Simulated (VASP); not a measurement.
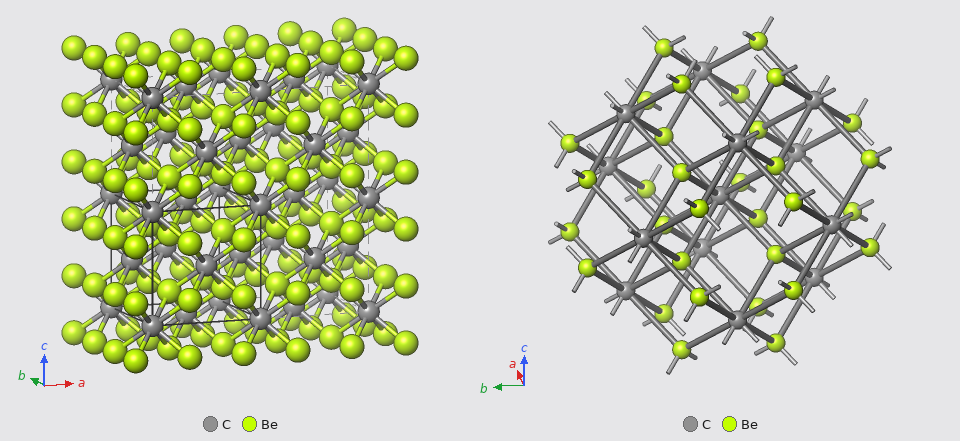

Left: the structure. Right: its underlying net. Nodes are coloured by element. Short stubs are edges that leave the cut-out.

The compound is Be2C (space group Fm-3m, No. 225), taken as an entry of the Crystallography Open Database, as set up for an electronic-structure calculation.

Bonds are taken as Be–C below 2.1 Å; no other contact counts. Atoms with one bond or none are removed and atoms with two bonds are replaced by edges, until no such atom is left.

The result is a binodal (4,8)-connected, three-periodic net: Be is a 4-connected node; C is an 8-connected node, in the ratio 2:1. It is the flu net, known from fluorite. It is a single net, without interpenetration.

```json
{"node": "Be", "links": "4", "point symbol": "4⁶", "coordination sequence": "4 22 24 82 64"}
{"node": "C", "links": "8", "point symbol": "4¹²·6¹²·8⁴", "coordination sequence": "8 12 48 42 128"}
```
